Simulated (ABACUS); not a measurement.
**Energy of KCl along an even scaling of the cell**

System: KCl (Fm-3m, 2 atoms in the cell).
Method: Kohn-Sham DFT of a periodic cell, PBEsol, PseudoDojo NC SR 0.4.1 PBEsol standard, no spin polarisation (ABACUS 3.10.1).

The 7 runs differ only in the geometry, by an even scaling of the cell at fixed fractional positions. The structure derives from an entry of the Crystallography Open Database.

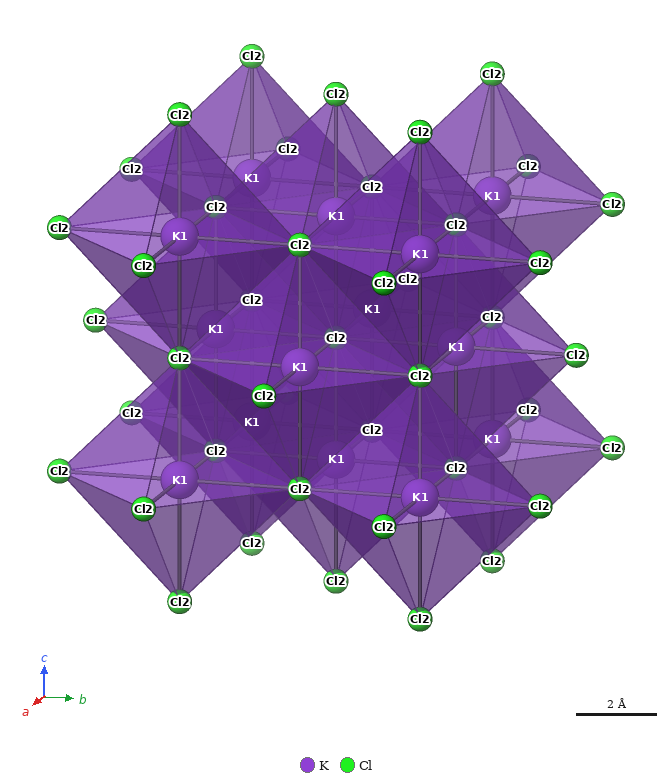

Figure 1. The structure of run 4 (polyhedral view of the cell 4 times as large as that of the calculation, set on its symmetry axes, seen slightly off an axis; polyhedra are completed across the faces of the cell; atoms are numbered from 1 in the order of the input). An atom can appear more than once, as a periodic image.

## The input of run 4
```
INPUT_PARAMETERS
suffix              KCl
calculation         scf
basis_type          pw
pseudo_dir          ./
symmetry            1
dft_functional      pbesol
ecutwfc             74
pseudo_rcut         7
nspin               1
nbands              12
ks_solver           dav
smearing_method     fd
smearing_sigma      0.00367493
scf_thr             1e-08
scf_nmax            100
mixing_type         broyden
mixing_beta         0.7
cal_force           1
cal_stress          1
kpar                4
```

## File STRU of run 4
```
ATOMIC_SPECIES
K 39.0983 K.upf
Cl 35.4500 Cl.upf

LATTICE_CONSTANT
1.8897261246

LATTICE_VECTORS
0.0000000000 3.1464700000 3.1464700000
3.1464700000 0.0000000000 3.1464700000
3.1464700000 3.1464700000 0.0000000000

ATOMIC_POSITIONS
Direct

K
0.0
1
0.0000000000 0.0000000000 0.0000000000 1 1 1

Cl
0.0
1
0.5000000000 0.5000000000 0.5000000000 1 1 1
```

## File KPT of run 4
```
K_POINTS
0
Gamma
7 7 7 0 0 0
```

Command:
```bash
OMP_NUM_THREADS=1 mpirun -np 4 abacus > log
```

Run 3 differs from it as follows:
```diff
-0.0000000000 3.1464700000 3.1464700000
-3.1464700000 0.0000000000 3.1464700000
-3.1464700000 3.1464700000 0.0000000000
+0.0000000000 3.1253521154 3.1253521154
+3.1253521154 0.0000000000 3.1253521154
+3.1253521154 3.1253521154 0.0000000000
```

## Results, with one run withheld

```csv
run,volume per atom (Å³),"free energy per atom, from the lowest run given (meV)",pressure (GPa),gap on the mesh (eV)
1,29.282,2.09,0.76,5.23
2,29.905,0.00,0.32,5.16
3,30.528,?,?,?
4,31.151,0.51,−0.42,5.03
5,31.774,2.76,−0.73,4.97
6,32.397,6.13,−1.00,4.91
7,33.020,10.49,−1.24,4.85
```

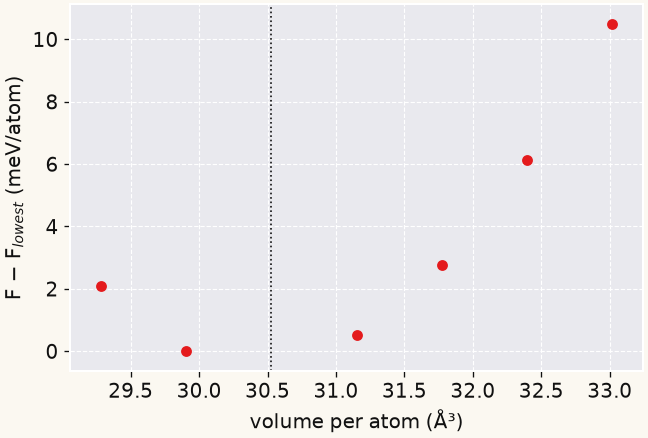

Figure 2. Free energy per atom of the runs given; the dotted line marks run 3.

Estimate the energy of run 3 from the others.

A cubic polynomial in V^(−2/3) (the Birch–Murnaghan form), fitted to the 6 runs given, misses them by under 0.01 meV per atom. With x = V^(−2/3) − 0.10088 Å⁻², it reads F = 0.67237 − 1309 x + 3.6435e+05 x² + 1.9061e+06 x³ (meV per atom). At run 3 it gives −0.46 meV per atom, and the run itself gives −0.46. The slope of the fit gives a pressure −dF/dV of −0.07 GPa there, and the run prints −0.08 GPa. The fit has its minimum at 30.405 Å³ per atom, where V d²F/dV² gives 18.5 GPa: the bulk modulus at this level, since symmetry fixes the shape and the positions. The gap on the mesh goes, without turning, from 5.23 eV in run 1 to 4.85 eV in run 7; run 3 has 5.09 eV. These are gaps of this functional on this mesh, which can miss the band edges; they aren't the measured gap.

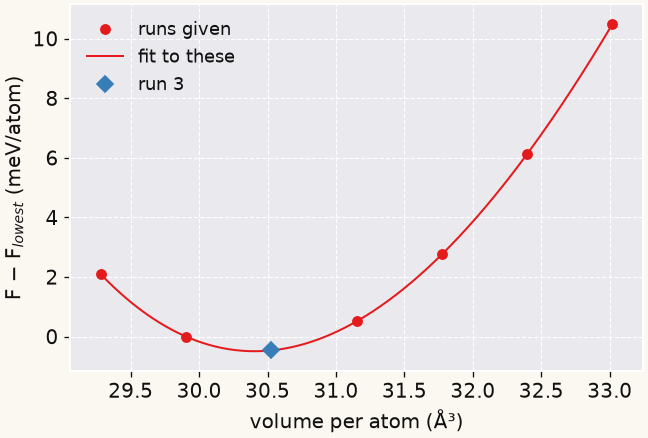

Figure 3. The fit and the withheld run.

## Some lines of the output (run 3)
```
[...]
                             Volume (A^3) = 61.0557
 E_Fermi        0.2191838544         2.9821493301
 E_Fermi        0.1792801663         2.4392318001
 E_Fermi        0.1794114830         2.4410184551
 E_Fermi        0.1573254206         2.1405221606
 E_Fermi        0.1567749257         2.1330322926
 E_Fermi        0.1569069828         2.1348290224
 E_Fermi        0.1569862690         2.1359077659
 E_KS(sigma->0) -92.9978695384       -1265.3009275828
 E_Fermi        0.1569810923         2.1358373339
 final etot is -1265.3009276 eV
 EFERMI = 2.1358373339 eV
 TOTAL-PRESSURE: -0.769606 KBAR
 !FINAL_ETOT_IS -1265.3009275827782858 eV
```
